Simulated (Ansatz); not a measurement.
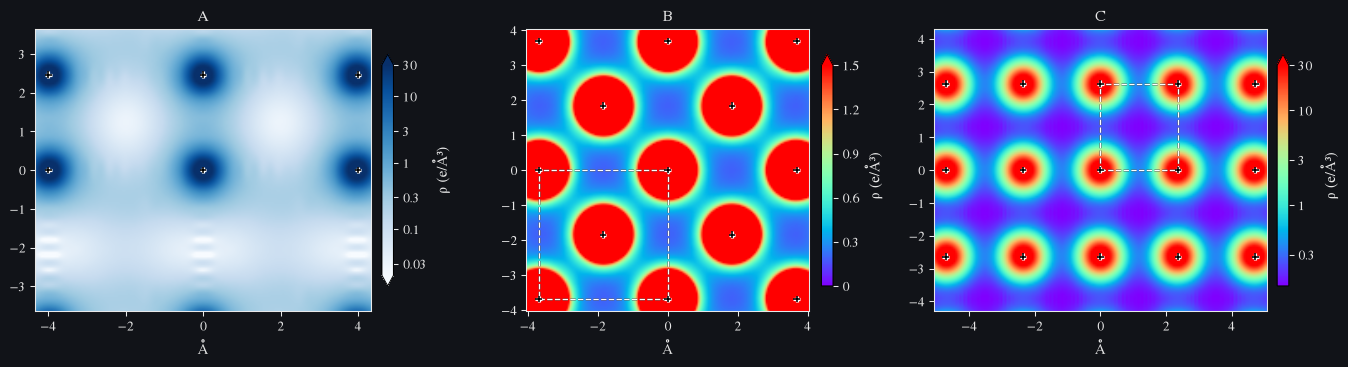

The valence charge density (pseudo) of 3 systems, each on a plane through atoms (crosses mark nuclei in the plane).

All numbers below come from Ansatz, DFT PBEsol, scalar-relativistic, plane waves, PAW.

System 1: Ge, the (010) plane of the conventional cell. Space group P6₃/mmc; a structure from a database of computed crystals, not necessarily the ambient phase.

System 2: Rh, the (010) plane of the conventional cell. Space group Fm-3m; changed on purpose from its base cell (strain -0.030 along x and y, -0.030 along z, atoms carried along); computed pressure about 26 GPa in this cell; computed without spin polarisation.

```cif
data_structure
_symmetry_space_group_name_H-M 'P 1'
_symmetry_Int_Tables_number 1
_cell_length_a 3.6890
_cell_length_b 3.6890
_cell_length_c 3.6890
_cell_angle_alpha 90.000
_cell_angle_beta 90.000
_cell_angle_gamma 90.000
_cell_volume 50.20
loop_
_atom_site_label
_atom_site_type_symbol
_atom_site_fract_x
_atom_site_fract_y
_atom_site_fract_z
_atom_site_occupancy
Rh1 Rh 0.00000 0.00000 0.00000 1
Rh2 Rh 0.50000 0.50000 0.00000 1
Rh3 Rh 0.50000 0.00000 0.50000 1
Rh4 Rh 0.00000 0.50000 0.50000 1
```

System 3: Cu, the (010) plane of the conventional cell. Space group Cmcm; a structure from a database of computed crystals, not necessarily the ambient phase; computed without spin polarisation.

```
Cu
1.0
     2.36072    0.00000    0.00000
     0.00000    7.70407    0.00000
     0.00000    0.00000    2.63789
Cu
4
Direct
  0.00000 0.86613 0.25000
  0.50000 0.36613 0.25000
  0.00000 0.13387 0.75000
  0.50000 0.63387 0.75000
```

Question: Match each panel to its system.

Answer: Panel A is system 1, Ge: the plane holds Ge. Ge–Ge (2.47 Å): ρ is about 0.49 e/Å³ halfway. Panel B is system 2, Rh: the plane holds Rh. Rh–Rh (2.61 Å): ρ is about 0.43 e/Å³ halfway. Panel C is system 3, Cu: the plane holds Cu. Cu–Cu (2.36 Å): ρ at the midpoint is about 0.36 e/Å³.
